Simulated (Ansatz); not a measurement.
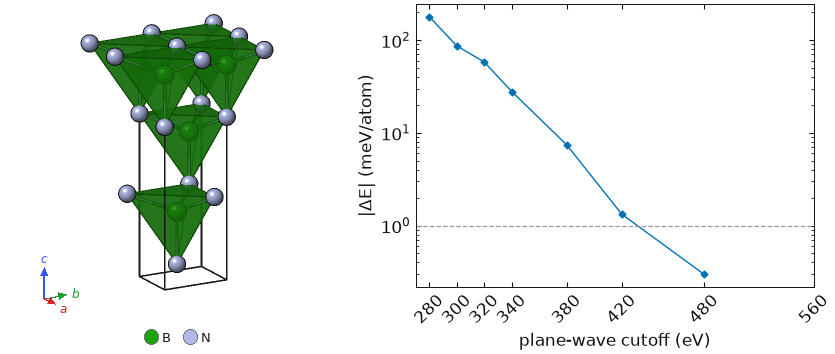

Beside the plot: the structure in its conventional cell.

One cell, run at 8 values of the plane-wave cutoff (density cutoff scaled with it).
BN (R3m, 2 atoms in the cell); HSE06, plane waves, PAW datasets in Ansatz; 4×4×4 k-mesh, Fermi–Dirac smearing of 0.05 eV.
ΔE is the free energy less its value at the largest setting, 560 eV.
Dashed lines or grey bands mark the tolerance: 1 meV/atom.
The atoms sit off their equilibrium sites.

> From which setting is the free energy converged to 1 meV/atom?

The free energy is within 1 meV/atom of the largest setting's value from 480 eV on. It is off by 180 meV/atom at 280 eV, 28 meV/atom at 340 eV and 1.3 meV/atom at 420 eV (always above it). The smaller bases give higher energies, which fall towards the limit as the basis grows.
